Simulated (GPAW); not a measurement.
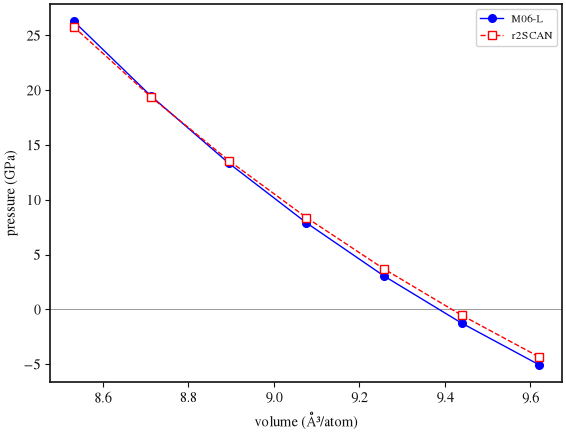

**Figure.** Pressure against volume, with one curve for each functional, for NiO (space group Fm-3m).

Settings that differ: M06-L: k mesh 8×8×8; r2SCAN: k mesh 9×9×9.

The fitted equilibrium volumes, smallest first, are M06-L 9.406, r2SCAN 9.423 Å³/atom. The fitted bulk moduli, smallest first, are r2SCAN 210.5, M06-L 216.2 GPa. For M06-L, the pressure falls from 26.30 GPa at volume 8.5312 Å³/atom to −5.06 GPa at 9.6203 Å³/atom, and changes sign near 9.39 Å³/atom. For r2SCAN, the pressure falls from 25.79 GPa at volume 8.5312 Å³/atom to −4.34 GPa at 9.6203 Å³/atom, and changes sign near 9.42 Å³/atom.

Computed with GPAW 26.7.0: PAW DFT in plane waves, on a grid or in atomic orbitals, collinear spins; energies at scaled volumes of the given cell, shape and fractions fixed, counted from the fit's minimum, third-order Birch-Murnaghan fit. All runs: collinear spin.

occupations Fermi–Dirac; smearing width 0.05 eV; potentials GPAW PAW data sets (gpaw data 1.2.1); wave cutoff 800 eV.

Limits of the calculation: nickel data set pressure off other codes (r2SCAN).
